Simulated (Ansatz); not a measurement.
**Geometry relaxation of Ge₅H₃ (part 2 of 3)**

The same run, continued: Ge₅H₃ (slab, 8 atoms in the cell); DFT r2SCAN, scalar-relativistic, plane waves, PAW, spin-polarised (Ansatz 0.2.0); cutoff 500 eV, 7×7×1 k-mesh, Gaussian smearing of 0.05 eV, collinear spins. The structure derives from an entry of the Crystallography Open Database. The input holds or restrains some coordinates. Forces given for the steps count only the free coordinates.

Geometry of the input (Å; fractional positions):
```
4.0128  0.0000  0.0000
0.0000  4.0128  0.0000
0.0000  0.0000  25.5873
H  0.5000  0.8215  0.3322
H  0.5000  0.1785  0.3322
Ge 0.5000  0.5000  0.3679
Ge 0.0000  0.5000  0.4233
Ge 0.0000  0.0000  0.4783
Ge 0.5000  0.0000  0.5337
Ge 0.5000  0.5000  0.5903
H  0.0000  0.5000  0.5528
```

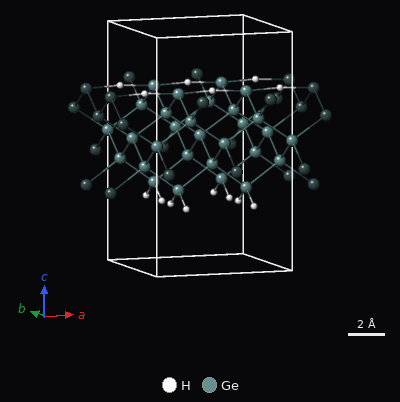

The geometry at step 5 of the log (ball-and-stick view of the 2 × 2 repeat of the cell, with the vacuum cut short, seen slightly off an axis; neighbours outside the cell are drawn fainter).

## The program's output, continued
```
relax step   1: F+E_penalty+E_count = -21559.12339614 eV  Δ(F+E_penalty+E_count) = +0.000e0 eV  max|allowed force component| = 8.885e-1 eV/Å  Δτ_max = 0.0000 Å  (29 SCF iters, dr2 threshold 2.25e-5 eV, accepted)
Initial density: handed on by an earlier stage of this run
Starting moments: Σ|m| = 1 μB on 1 of 8 sites; this step starts from the density that it was given
Initial wavefunctions: those handed on with the density
iter 1 solved again at ethr=6.42e-5 eV; its pass at ethr=3.10e-3 eV (dr2=4.69e-2 eV) is discarded
SCF iter   1: F=—  HF=-21559.122212 eV  |F-HF|=—  |Δ(HF+E_count)|=         —  Δρ=4.28e-3 (↑2.91e-3 ↓4.28e-3)  dr2=4.67e-2  dr2_τ=6.87e-3  dr2_m=4.37e-2  M=0.291 μB ∫|m|=0.379 μB  β_m=1.20  ethr=6.42e-5  p=-0.031 e·Å  D=-1.37e-2 V/Å  ΔV_dip=0.35 eV  dr2_dipole=3.19e-3  V_vac-E_F(+/−)=5.28/4.93 eV  ⟨swp⟩=1.8  Hψ=4736  notcnv=0  defer=112
efield: sawtooth ramp at fractional position 0.9113 (handed on by an earlier solve), width 0.1000; the density the first Hamiltonian is built on has a dipole p = -0.031 e·Å; the dipole correction subtracts the counter field D = -1.37e-2 V/Å, which shifts the + side's vacuum level by +0.35 eV against the − side's; the planar-averaged density in the ramp window peaks in size at 6.5e-7 e/Å³
preconditioner: auto → LDOS  [metal: Δε(μ)=0.007 eV  Ē_g=22.568 eV  σ=0.050 eV  W_gap=0.08  n_scr=60 (ndim 8)  ℏωp=15.6 eV  f_vac=0.651  D(μ)=3.31/eV (n_scr^D=8)]
spin=Collinear: LDOS preconditioning applied to the charge; magnetization (m = ρ↑ − ρ↓) channel mixes plain (no charge-response kernel on spin).
SCF iter   2: F=—  HF=-21559.318904 eV  |F-HF|=—  |Δ(HF+E_count)|=   1.97e-1  Δρ=1.37e-3 (↑9.47e-4 ↓1.37e-3)  dr2=3.72e-2  dr2_τ=4.42e-5  dr2_m=7.18e-4  M=0.254 μB ∫|m|=0.273 μB  β_m=1.20  ethr=6.40e-5  p=-0.031 e·Å  D=-1.37e-2 V/Å  ΔV_dip=0.35 eV  dr2_dipole=3.53e-3  V_vac-E_F(+/−)=5.30/4.95 eV  ⟨swp⟩=3.6  Hψ=2132  notcnv=0  defer=112  κ⁻¹=1.0e0(r=1)
SCF iter   3: F=—  HF=-21559.323298 eV  |F-HF|=—  |Δ(HF+E_count)|=   4.39e-3  Δρ=1.00e-3 (↑8.78e-4 ↓1.00e-3)  dr2=3.00e-2  dr2_τ=2.81e-5  dr2_m=1.36e-4  M=0.205 μB ∫|m|=0.215 μB  β_m=1.20  ethr=5.10e-5  p=-0.031 e·Å  D=-1.38e-2 V/Å  ΔV_dip=0.35 eV  dr2_dipole=2.79e-3  V_vac-E_F(+/−)=5.30/4.95 eV  ⟨swp⟩=2.0  Hψ=1807  notcnv=0  defer=120  κ⁻¹=2.4e-2(r=2)
SCF iter   4: F=—  HF=-21559.321880 eV  |F-HF|=—  |Δ(HF+E_count)|=   1.42e-3  Δρ=5.61e-4 (↑5.61e-4 ↓4.61e-4)  dr2=8.86e-3  dr2_τ=1.78e-5  dr2_m=1.29e-4  M=0.068 μB ∫|m|=0.076 μB  β_m=0.37  ethr=4.11e-5  p=-0.032 e·Å  D=-1.39e-2 V/Å  ΔV_dip=0.36 eV  dr2_dipole=5.47e-4  V_vac-E_F(+/−)=5.29/4.93 eV  ⟨swp⟩=2.0  Hψ=1806  notcnv=0  defer=123  κ⁻¹=1.1e-2(r=3)
SCF iter   5: F=—  HF=-21559.318682 eV  |F-HF|=—  |Δ(HF+E_count)|=   3.20e-3  Δρ=4.96e-4 (↑4.29e-4 ↓4.96e-4)  dr2=2.06e-3  dr2_τ=3.12e-5  dr2_m=4.75e-4  M=0.028 μB ∫|m|=0.057 μB  β_m=0.30  ethr=1.21e-5  p=-0.031 e·Å  D=-1.38e-2 V/Å  ΔV_dip=0.35 eV  dr2_dipole=1.09e-4  V_vac-E_F(+/−)=5.26/4.91 eV  ⟨swp⟩=2.0  Hψ=1846  notcnv=0  defer=123  κ⁻¹=3.0e-3(r=4)
SCF iter   6: F=—  HF=-21559.318616 eV  |F-HF|=—  |Δ(HF+E_count)|=   6.55e-5  Δρ=4.30e-4 (↑4.20e-4 ↓4.30e-4)  dr2=8.82e-4  dr2_τ=1.81e-5  dr2_m=4.96e-4  M=0.018 μB ∫|m|=0.060 μB  β_m=0.33  ethr=2.83e-6  p=-0.031 e·Å  D=-1.37e-2 V/Å  ΔV_dip=0.35 eV  dr2_dipole=4.12e-5  V_vac-E_F(+/−)=5.25/4.90 eV  ⟨swp⟩=1.9  Hψ=1608  notcnv=0  defer=123  κ⁻¹=1.4e-3(r=5)
SCF iter   7: F=—  HF=-21559.321781 eV  |F-HF|=—  |Δ(HF+E_count)|=   3.16e-3  Δρ=1.53e-4 (↑1.23e-4 ↓1.53e-4)  dr2=1.16e-4  dr2_τ=8.69e-7  dr2_m=5.33e-5  M=0.032 μB ∫|m|=0.047 μB  β_m=1.20  ethr=1.21e-6  p=-0.031 e·Å  D=-1.38e-2 V/Å  ΔV_dip=0.35 eV  dr2_dipole=6.16e-8  V_vac-E_F(+/−)=5.24/4.88 eV  ⟨swp⟩=2.4  Hψ=1900  notcnv=0  defer=123  κ⁻¹=1.2e-4(r=6)
SCF iter   8: F=—  HF=-21559.322038 eV  |F-HF|=—  |Δ(HF+E_count)|=   2.57e-4  Δρ=1.11e-4 (↑9.06e-5 ↓1.11e-4)  dr2=7.21e-5  dr2_τ=4.02e-7  dr2_m=2.48e-5  M=0.036 μB ∫|m|=0.043 μB  β_m=0.79  ethr=1.59e-7  p=-0.031 e·Å  D=-1.38e-2 V/Å  ΔV_dip=0.35 eV  dr2_dipole=2.99e-7  V_vac-E_F(+/−)=5.23/4.88 eV  ⟨swp⟩=2.0  Hψ=1756  notcnv=0  defer=123  κ⁻¹=1.1e-4(r=7)
SCF iter   9: F=—  HF=-21559.322206 eV  |F-HF|=—  |Δ(HF+E_count)|=   1.68e-4  Δρ=7.18e-5 (↑7.18e-5 ↓6.46e-5)  dr2=3.16e-5  dr2_τ=2.52e-7  dr2_m=1.10e-5  M=0.047 μB ∫|m|=0.048 μB  β_m=1.20  ethr=6.76e-8  p=-0.031 e·Å  D=-1.37e-2 V/Å  ΔV_dip=0.35 eV  dr2_dipole=1.19e-7  V_vac-E_F(+/−)=5.23/4.88 eV  ⟨swp⟩=19.8  Hψ=14602  notcnv=0  κ⁻¹=2.5e-5(r=8)
SCF iter  10: F=—  HF=-21559.322305 eV  |F-HF|=—  |Δ(HF+E_count)|=   9.87e-5  Δρ=5.60e-5 (↑5.60e-5 ↓4.70e-5)  dr2=7.63e-6  dr2_τ=1.42e-7  dr2_m=8.67e-6  M=0.064 μB ∫|m|=0.065 μB  β_m=1.20  ethr=4.33e-8  p=-0.031 e·Å  D=-1.37e-2 V/Å  ΔV_dip=0.35 eV  dr2_dipole=6.35e-7  V_vac-E_F(+/−)=5.23/4.88 eV  ⟨swp⟩=16.2  Hψ=13354  notcnv=0  κ⁻¹=4.8e-5(r=8)
SCF iter  11: F=—  HF=-21559.322376 eV  |F-HF|=—  |Δ(HF+E_count)|=   7.05e-5  Δρ=4.69e-5 (↑4.69e-5 ↓3.95e-5)  dr2=4.20e-6  dr2_τ=7.80e-8  dr2_m=6.38e-6  M=0.079 μB ∫|m|=0.080 μB  β_m=1.20  ethr=1.04e-8  p=-0.031 e·Å  D=-1.37e-2 V/Å  ΔV_dip=0.35 eV  dr2_dipole=6.00e-7  V_vac-E_F(+/−)=5.23/4.88 eV  ⟨swp⟩=15.0  Hψ=13263  notcnv=0  κ⁻¹=2.9e-5(r=8)
SCF iter  12: F=—  HF=-21559.322417 eV  |F-HF|=—  |Δ(HF+E_count)|=   4.11e-5  Δρ=3.85e-5 (↑3.34e-5 ↓3.85e-5)  dr2=7.58e-6  dr2_τ=5.36e-8  dr2_m=4.29e-6  M=0.087 μB ∫|m|=0.089 μB  β_m=1.20  ethr=5.76e-9  p=-0.031 e·Å  D=-1.37e-2 V/Å  ΔV_dip=0.35 eV  dr2_dipole=1.16e-6  V_vac-E_F(+/−)=5.23/4.88 eV  ⟨swp⟩=14.2  Hψ=12740  notcnv=0  κ⁻¹=4.2e-5(r=8)
SCF iter  13: F=—  HF=-21559.322434 eV  |F-HF|=—  |Δ(HF+E_count)|=   1.76e-5  Δρ=3.96e-5 (↑3.96e-5 ↓2.68e-5)  dr2=4.76e-6  dr2_τ=5.32e-8  dr2_m=3.36e-6  M=0.089 μB ∫|m|=0.091 μB  β_m=1.20  ethr=5.76e-9  p=-0.031 e·Å  D=-1.37e-2 V/Å  ΔV_dip=0.35 eV  dr2_dipole=2.26e-7  V_vac-E_F(+/−)=5.23/4.88 eV  ⟨swp⟩=14.3  Hψ=12058  notcnv=0  κ⁻¹=2.0e-4(r=8)
SCF iter  14: F=—  HF=-21559.322464 eV  |F-HF|=—  |Δ(HF+E_count)|=   2.92e-5  Δρ=2.04e-5 (↑1.65e-5 ↓2.04e-5)  dr2=3.79e-6  dr2_τ=1.63e-8  dr2_m=8.23e-7  M=0.098 μB ∫|m|=0.101 μB  β_m=1.20  ethr=5.76e-9  p=-0.031 e·Å  D=-1.36e-2 V/Å  ΔV_dip=0.35 eV  dr2_dipole=5.06e-7  V_vac-E_F(+/−)=5.23/4.88 eV  ⟨swp⟩=14.2  Hψ=12744  notcnv=0  κ⁻¹=1.2e-4(r=8)
SCF iter  15: F=—  HF=-21559.322470 eV  |F-HF|=—  |Δ(HF+E_count)|=   6.15e-6  Δρ=1.05e-5 (↑1.05e-5 ↓8.64e-6)  dr2=8.66e-7  dr2_τ=4.48e-9  dr2_m=8.04e-8  M=0.102 μB ∫|m|=0.105 μB  β_m=1.20  ethr=5.19e-9  p=-0.031 e·Å  D=-1.36e-2 V/Å  ΔV_dip=0.35 eV  dr2_dipole=2.44e-8  V_vac-E_F(+/−)=5.23/4.88 eV  ⟨swp⟩=14.1  Hψ=12218  notcnv=0  κ⁻¹=7.2e-4(r=8)
SCF iter  16: F=—  HF=-21559.322472 eV  |F-HF|=—  |Δ(HF+E_count)|=   1.99e-6  Δρ=5.84e-6 (↑5.28e-6 ↓5.84e-6)  dr2=2.04e-7  dr2_τ=1.71e-9  dr2_m=5.72e-8  M=0.103 μB ∫|m|=0.107 μB  β_m=1.20  ethr=1.19e-9  p=-0.031 e·Å  D=-1.36e-2 V/Å  ΔV_dip=0.35 eV  dr2_dipole=5.17e-9  V_vac-E_F(+/−)=5.23/4.88 eV  ⟨swp⟩=13.9  Hψ=10755  notcnv=0  κ⁻¹=6.9e-4(r=8)
SCF iter  17: F=-21559.322472 eV  HF=-21559.322472 eV  |F-HF|=4.13e-9  |Δ(HF+E_count)|=   6.64e-7  Δρ=2.87e-6 (↑2.87e-6 ↓2.66e-6)  dr2=6.97e-8  dr2_τ=4.35e-10  dr2_m=9.57e-9  M=0.101 μB ∫|m|=0.105 μB  ethr=2.80e-10  p=-0.031 e·Å  D=-1.36e-2 V/Å  ΔV_dip=0.35 eV  dr2_dipole=3.00e-9  V_vac-E_F(+/−)=5.23/4.88 eV  ⟨swp⟩=12.9  Hψ=10031  notcnv=0
SCF 2 converged in 17 iterations: F = -21559.322472 eV  dr2 = 6.97e-8
[... from here on the iterations of each SCF are left out, up to the last one ...]
relax step   2: F+E_penalty+E_count = -21559.32247238 eV  Δ(F+E_penalty+E_count) = -1.991e-1 eV  max|allowed force component| = 8.061e-1 eV/Å  Δτ_max = 0.1950 Å  (17 SCF iters, dr2 threshold 4.93e-5 eV, accepted)
[... from here on the SCF iterations and repeated set-up lines of each step are left out, up to the last step ...]
SCF 3 converged in 10 iterations: F = -21559.552451 eV  dr2 = 7.58e-8
relax step   3: F+E_penalty+E_count = -21559.55245149 eV  Δ(F+E_penalty+E_count) = -2.300e-1 eV  max|allowed force component| = 8.418e-1 eV/Å  Δτ_max = 0.1951 Å  (10 SCF iters, dr2 threshold 4.06e-5 eV, accepted)
SCF 4 converged in 14 iterations: F = -21559.738144 eV  dr2 = 2.51e-7
relax step   4: F+E_penalty+E_count = -21559.73814377 eV  Δ(F+E_penalty+E_count) = -1.857e-1 eV  max|allowed force component| = 7.539e-1 eV/Å  Δτ_max = 0.1950 Å  (14 SCF iters, dr2 threshold 1.00e-4 eV, accepted)
SCF 5 converged in 10 iterations: F = -21559.874529 eV  dr2 = 4.75e-7
relax step   5: F+E_penalty+E_count = -21559.87452880 eV  Δ(F+E_penalty+E_count) = -1.364e-1 eV  max|allowed force component| = 5.607e-1 eV/Å  Δτ_max = 0.1967 Å  (10 SCF iters, dr2 threshold 1.00e-4 eV, accepted)
SCF 6 converged in 8 iterations: F = -21559.982188 eV  dr2 = 5.09e-7
relax step   6: F+E_penalty+E_count = -21559.98218776 eV  Δ(F+E_penalty+E_count) = -1.077e-1 eV  max|allowed force component| = 3.997e-1 eV/Å  Δτ_max = 0.1939 Å  (8 SCF iters, dr2 threshold 1.00e-4 eV, accepted)
SCF 7 converged in 10 iterations: F = -21560.050086 eV  dr2 = 9.97e-8
relax step   7: F+E_penalty+E_count = -21560.05008601 eV  Δ(F+E_penalty+E_count) = -6.790e-2 eV  max|allowed force component| = 2.535e-1 eV/Å  Δτ_max = 0.2000 Å  (10 SCF iters, dr2 threshold 8.12e-5 eV, accepted)
SCF 8 converged in 10 iterations: F = -21560.085472 eV  dr2 = 4.57e-8
relax step   8: F+E_penalty+E_count = -21560.08547249 eV  Δ(F+E_penalty+E_count) = -3.539e-2 eV  max|allowed force component| = 8.179e-2 eV/Å  Δτ_max = 0.2000 Å  (10 SCF iters, dr2 threshold 2.58e-5 eV, accepted)
efield: sawtooth ramp at fractional position 0.9113 (handed on by an earlier solve), width 0.1000; the density the first Hamiltonian is built on has a dipole p = -0.032 e·Å; the dipole correction subtracts the counter field D = -1.39e-2 V/Å, which shifts the + side's vacuum level by +0.36 eV against the − side's; the planar-averaged density in the ramp window peaks in size at 8.3e-7 e/Å³
preconditioner: auto → Resta (q_TF=auto, 2.045 Å⁻¹)  ε∞=1.5  [insulator: Δε(μ)=0.138 eV  Ē_g=22.613 eV  σ=0.050 eV  W_gap=0.86  n_scr=60 (ndim 8)  ℏωp=15.6 eV  f_vac=0.644  D(μ)=0.98/eV (n_scr^D=4)  ε∞_Penn≈1.5  vacuum switching on, ρ_ref=3.7e-2 e/Å³]
spin=Collinear: Resta preconditioning applied to the charge; magnetization (m = ρ↑ − ρ↓) channel mixes plain (no charge-response kernel on spin).
the starting moments were not kept: the SCF closed with an absolute magnetisation of 1.4e-5 μB, where they sum to 1 μB in size (1 site). That is at most 0.1 of that sum. Measured as dr2_m measures the in/out step, that magnetisation stands 1.8e-11 eV from none, at or under the dr2_threshold of 1.0e-7 eV: it is no larger than a step whose dr2_m would equal this threshold.
SCF 9 converged in 10 iterations: F = -21560.086428 eV  dr2 = 2.91e-10
relax step   9: F+E_penalty+E_count = -21560.08642755 eV  Δ(F+E_penalty+E_count) = -9.551e-4 eV  max|allowed force component| = 1.517e-2 eV/Å  Δτ_max = 0.0386 Å  (10 SCF iters, accepted)
iter 1 solved again at ethr=1.00e-12 eV; its pass at ethr=3.10e-3 eV (dr2=2.91e-10 eV) is discarded
SCF iter   1: F=—  HF=-21560.086428 eV  |F-HF|=—  |Δ(HF+E_count)|=         —  Δρ=1.88e-7 (↑1.88e-7 ↓1.62e-7)  dr2=2.91e-10  dr2_τ=1.42e-12  dr2_m=1.26e-11  M=0.000 μB ∫|m|=0.000 μB  β_m=1.20  ethr=1.00e-12  p=-0.033 e·Å  D=-1.47e-2 V/Å  ΔV_dip=0.38 eV  dr2_dipole=5.91e-14  V_vac-E_F(+/−)=5.03/4.65 eV  ⟨swp⟩=2.2  Hψ=4358  notcnv=0
efield: sawtooth ramp at fractional position 0.9113 (kept from the solve that this one continues, or follows in the run), width 0.1000; the density the first Hamiltonian is built on has a dipole p = -0.033 e·Å; the dipole correction subtracts the counter field D = -1.47e-2 V/Å, which shifts the + side's vacuum level by +0.38 eV against the − side's; the planar-averaged density in the ramp window peaks in size at 8.8e-7 e/Å³
preconditioner: auto → Resta (q_TF=auto, 2.045 Å⁻¹)  ε∞=1.5  [insulator: Δε(μ)=0.140 eV  Ē_g=22.609 eV  σ=0.050 eV  W_gap=0.87  n_scr=60 (ndim 8)  ℏωp=15.6 eV  f_vac=0.644  D(μ)=0.98/eV (n_scr^D=4)  ε∞_Penn≈1.5  vacuum switching on, ρ_ref=3.7e-2 e/Å³]
spin=Collinear: Resta preconditioning applied to the charge; magnetization (m = ρ↑ − ρ↓) channel mixes plain (no charge-response kernel on spin).
SCF iter   2: F=-21560.086428 eV  HF=-21560.086428 eV  |F-HF|=3.60e-10  |Δ(HF+E_count)|=  5.35e-10  Δρ=1.24e-7 (↑1.24e-7 ↓1.14e-7)  dr2=1.42e-10  dr2_τ=6.50e-13  dr2_m=2.01e-12  M=0.000 μB ∫|m|=0.000 μB  ethr=1.00e-12  p=-0.033 e·Å  D=-1.47e-2 V/Å  ΔV_dip=0.38 eV  dr2_dipole=1.99e-12  V_vac-E_F(+/−)=5.03/4.65 eV  ⟨swp⟩=7.0  Hψ=6331  notcnv=0
the starting moments were not kept: the SCF closed with an absolute magnetisation of 9.1e-6 μB, where they sum to 1 μB in size (1 site). That is at most 0.1 of that sum. Measured as dr2_m measures the in/out step, that magnetisation stands 6.6e-12 eV from none, at or under the dr2_threshold of 1.0e-7 eV: it is no larger than a step whose dr2_m would equal this threshold.
SCF 10 converged in 2 iterations: F = -21560.086428 eV  dr2 = 1.42e-10
```

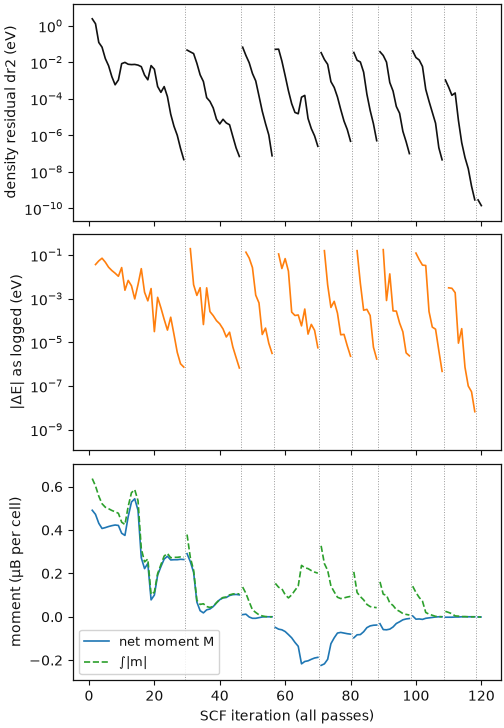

Convergence of the self-consistent field: density residual dr2, size of the energy change and magnetic moment against the SCF iteration. Dotted lines part the SCF passes that the log prints in full. The net moment goes from 0.5 to 0.0 μB per cell, and ∫|m| falls to zero.

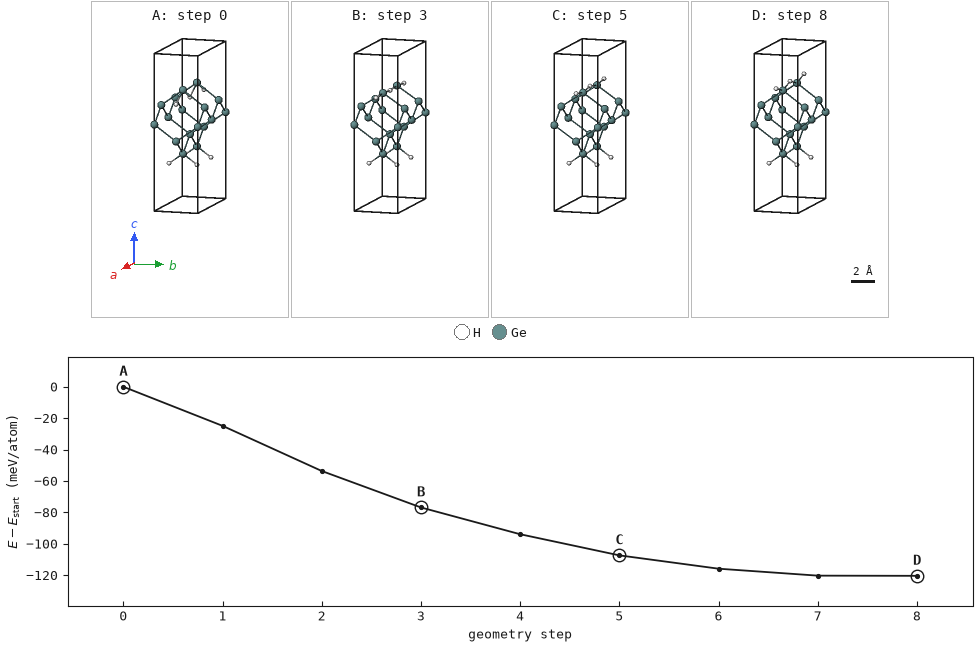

Frames of the restrained relaxation (ball-and-stick view of the 2 × 1 repeat of the cell, with the vacuum cut short, seen slightly off an axis) above the curves, on which the letters mark them (the first geometry is step 0 here and step 1 in the log).

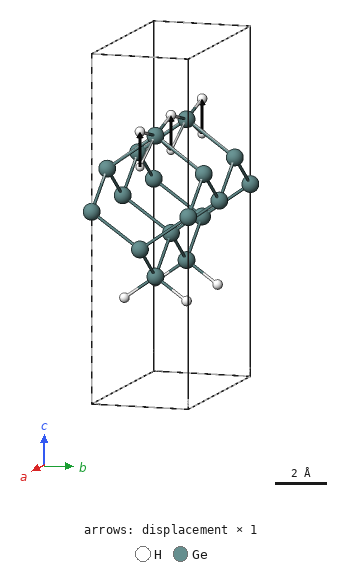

Start (faint) and end (solid) with the displacements as black arrows, at true length (ball-and-stick view of the 2 × 1 repeat of the cell, with the vacuum cut short, seen slightly off an axis). The energy falls by 120 meV per atom in 8 geometry steps. The largest force component goes from 0.89 to 0.015 eV/Å. H8 moves most: 1.41 Å. By element the largest moves are H 1.41 Å, Ge 0.04 Å. The lattice vectors keep their values. Distances before and after: Ge7–H8 2.224 → 2.066 Å, Ge6–Ge7 2.474 → 2.462 Å, Ge5–Ge6 2.458 → 2.447 Å. Among the angles that change: H8–Ge7–H8 128.9° → 152.4°, Ge7–H8–Ge7 128.9° → 152.4°, Ge6–Ge7–H8 75.4° → 98.0°. (Atoms are counted from 1 in the order of the input.)
